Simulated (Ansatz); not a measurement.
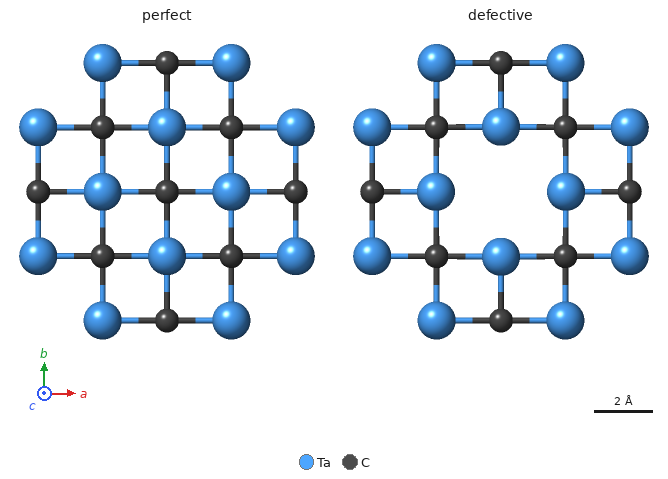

Left: perfect TaC. Right: the same region with one point defect, after relaxing the atoms in a supercell of 32 sites. Style: ball-and-stick. Shown: the atoms within 5.4 Å of one point, in a slice 4.2 Å thick across the line of sight, along the c axis.

All numbers below come from DFT PBE, scalar-relativistic, plane waves, PAW in Ansatz. (plane-wave cutoff 420 eV; k-point mesh 4 × 4 × 4; occupations gaussian; smearing width 0.1 eV; mesh shifted by (0.5, 0.5, 0.5); no spin polarisation) The cell is small and the k-mesh coarse, so the numbers are rough. The axes drawn are those of the host's conventional cell.

Which defect is it?

Answer. A carbon atom is taken out (a vacancy).

The charge state of the cell is 0.

How does the lattice respond?

Answer. Around the empty C site the host had 6 Ta at 2.24 Å; after relaxation the nearest atoms are 6 Ta at 2.26 Å. Of the host's atoms, a tantalum atom moves furthest from its site, by 0.02 Å. Relaxing the atoms from the host's sites lowers the energy by 0.02 eV. At a tolerance of 0.02 Å the relaxed supercell has space group Im-3m.
